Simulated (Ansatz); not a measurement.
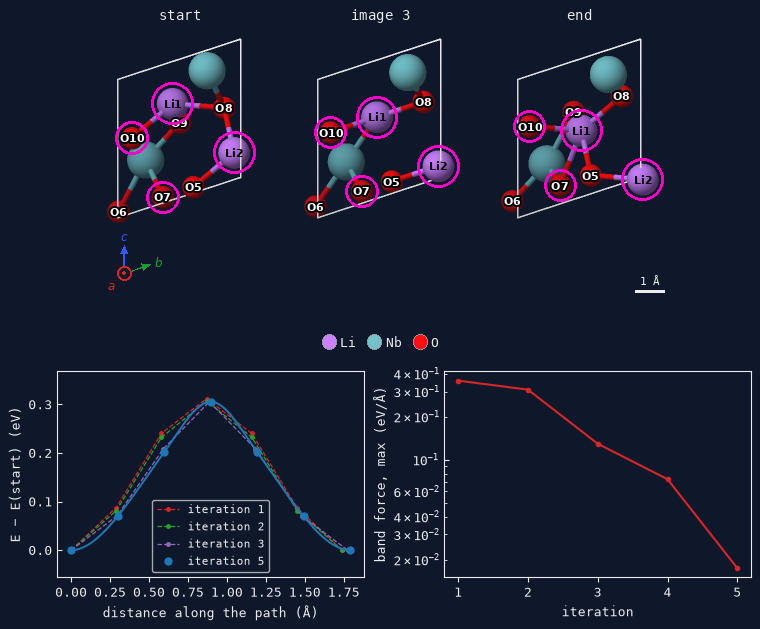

NEB run on a 10-atom cell of LiNbO₃ (set up in R3c). Images are numbered from 0 (start) to 6 (end). The plot follows the band through its iterations. The picture is a ball-and-stick view of the reduced simulation cell (origin moved), seen along the a axis. The atoms that move most are ringed. Lengths and directions refer to the drawn axes. Bonds to atoms that aren't drawn are left out.

The calculation used DFT r2SCAN, scalar-relativistic, plane waves, PAW (Ansatz). Run with plane-wave cutoff 500 eV; k-point mesh 6 × 6 × 6; Gaussian smearing 0.05 eV; 5 movable images; climbing image; force threshold 0.05 eV/Å; iteration limit 60.

> Did the band converge, and can the barrier be trusted?

The run is converged, with reservations. The band converged in 5 iterations. The largest component of the band force went from 0.36 to 0.017 eV/Å. The climbing image converged on the top of the path. Its curvatures weren't checked. The first iteration put the highest image at 0.31 eV. The two ends have the same energy, and the highest point, image 3, lies 0.31 eV above the start.
